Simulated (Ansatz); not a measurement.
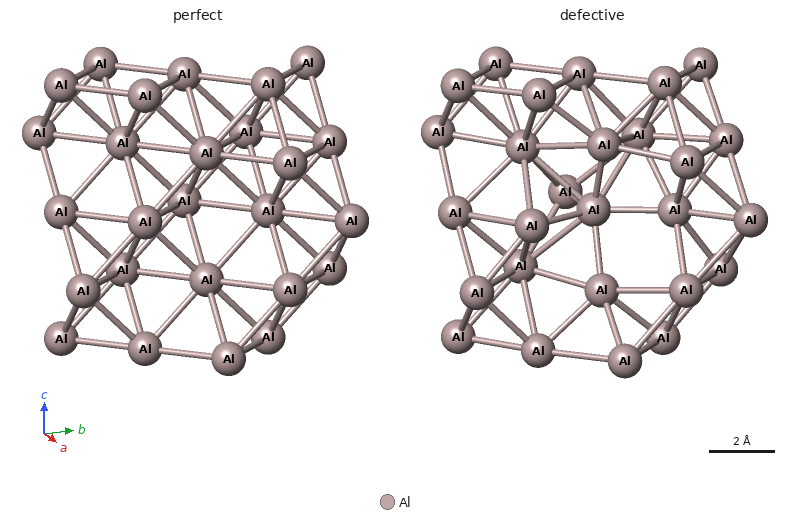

Left: perfect Al. Right: the same region with one point defect, after relaxing the atoms in a supercell of 63 sites. Style: ball-and-stick. Shown: the atoms within 6.0 Å of one point, in a slice 4.2 Å thick across the line of sight, slightly off an axis.

Computed with Ansatz, DFT PBE, scalar-relativistic, plane waves, PAW. Settings: plane-wave cutoff 420 eV; k-point mesh 3 × 3 × 3; occupations gaussian; smearing width 0.1 eV; no spin polarisation. The cell is small and the k-mesh coarse, so the numbers are rough. The axes drawn are those of the host's conventional cell.

Question: What kind of defect was made?

Answer: An extra aluminium atom is put between the host's atoms (an interstitial).

The charge state of the cell is 0.

Question: What does the relaxation do around it?

Answer: The Al atom starts with 6 Al at 2.02 Å around its place and ends with 6 Al at 2.40 to 2.80 Å. Of the host's atoms, an aluminium atom moves furthest from its site, by 1.20 Å. The Al atom itself moves 0.76 Å from where it was put.
